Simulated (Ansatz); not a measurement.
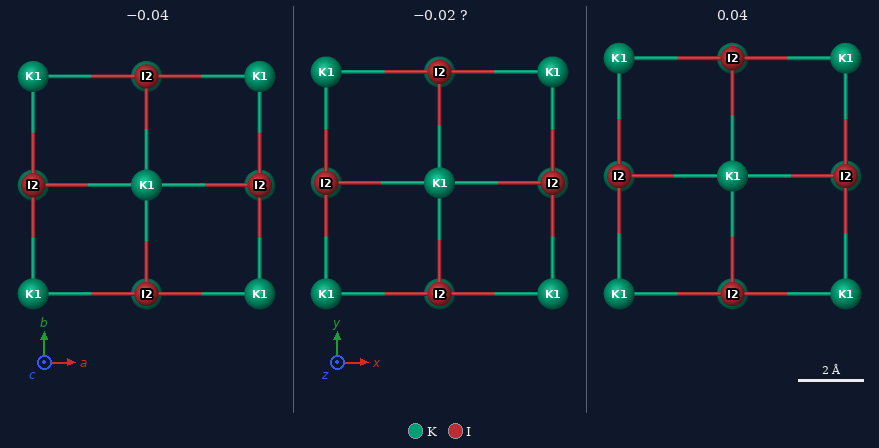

Crystalline KI (Fm-3m): the cell is strained along y alone, with the atoms kept at their fractional coordinates. x, y and z are the Cartesian axes of the input. A ball-and-stick model of the conventional cell (4 times the calculation's cell), seen along the c axis. Lengths and directions refer to the drawn axes.

Computed with Ansatz 0.2.0, DFT r2SCAN, scalar-relativistic, plane waves, PAW. (plane-wave cutoff 500 eV; k-point mesh 6 × 6 × 6; occupations gaussian; smearing width 0.05 eV; no spin polarisation). Energies (free energies at the smearing named) are counted from the cell as listed in its source, which wasn't relaxed.

```json
{"strain": "−0.040", "energy change (meV/atom)": "11.4"}
{"strain": "−0.030", "energy change (meV/atom)": "6.7"}
{"strain": "−0.020", "energy change (meV/atom)": "?"}
{"strain": "−0.010", "energy change (meV/atom)": "1.1"}
{"strain": "0.000", "energy change (meV/atom)": "0.0"}
{"strain": "0.010", "energy change (meV/atom)": "−0.2"}
{"strain": "0.020", "energy change (meV/atom)": "0.4"}
{"strain": "0.030", "energy change (meV/atom)": "1.6"}
{"strain": "0.035", "energy change (meV/atom)": "2.5"}
{"strain": "0.040", "energy change (meV/atom)": "3.5"}
```

Fill in the missing row.

Answer. A straight line between the two neighbours gives 3.9 meV/atom. A cubic through the four nearest rows (−0.040, −0.030, −0.010, 0.000) gives, with Lagrange weights, (−0.1667)(11.4) + (0.6667)(6.7) + (0.6667)(1.1) + (−0.1667)(0.0) = 3.3 meV/atom. The calculation gives 3.3 meV/atom, so the cubic is right to the digits shown and the straight line 0.6 meV/atom too high, as the curve bends upwards here.

The whole profile:

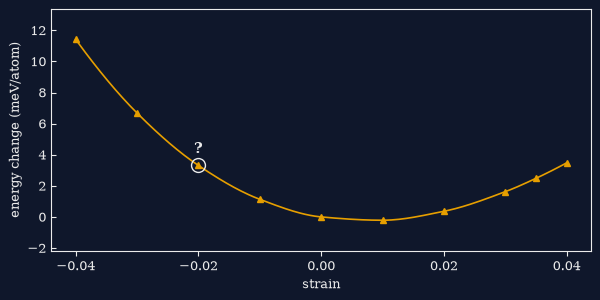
